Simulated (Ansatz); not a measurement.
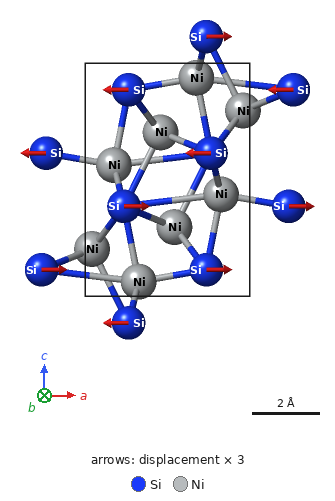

A relaxation of crystalline SiNi₂ (built on the database_62 type) (coarse preliminary run). The starting structure is drawn; red arrows show the displacements (the part carried along by the change of the cell is left out), 3 times their true length.

The picture is a ball-and-stick view of the cell of the calculation, seen along the b axis.

Case: structure reported for this formula (Pnma, No. 62).

The calculation used DFT PBE, scalar-relativistic, plane waves, PAW (Ansatz 0.2.0). (plane-wave cutoff 420 eV; k-point mesh 4 × 6 × 4; occupations gaussian; smearing width 0.1 eV; no spin polarisation; cell and atoms relaxed; force threshold 0.04 eV/Å; at most 70 steps)

Q: What happened in the run?

A: Over 3 accepted moves (4 points after the start) the energy falls by 1.225 eV per cell of the calculation. Largest force component: 2.7 eV/Å at the start, 0.037 eV/Å at the end. The pressure goes from 7.89 to 0.23 GPa. At 1 point the geometry stayed and the basis and grid were re-selected for the new cell (energy shift of 0.4 meV per cell of the calculation at most each time). The largest moves relative to the cell, 0.26 Å, are those of Si atoms. Largest moves by element: Si 0.26 Å, Ni 0.03 Å. The volume changes by +0.8 %, with a 4.990 → 4.989 Å (0.0 %), b 3.720 → 3.744 Å (+0.7 %), c 7.060 → 7.075 Å (+0.2 %). Near-neighbour distances that change, for instance: Ni–Si 2.082 → 2.327 Å, Ni–Si 2.961 → 2.720 Å, Ni–Si 2.487 → 2.347 Å, Ni–Si 2.463 → 2.579 Å. Among the angles between lasting bonds that change: Si–Ni–Si 96.8° → 105.8°, Si–Ni–Si 92.6° → 85.9°, Si–Ni–Si 159.8° → 166.5°. The space group stays Pnma (No. 62). Cost: 48 s on 4 threads of Arm Neoverse V1, on a shared host, peak memory 0.79 GiB.
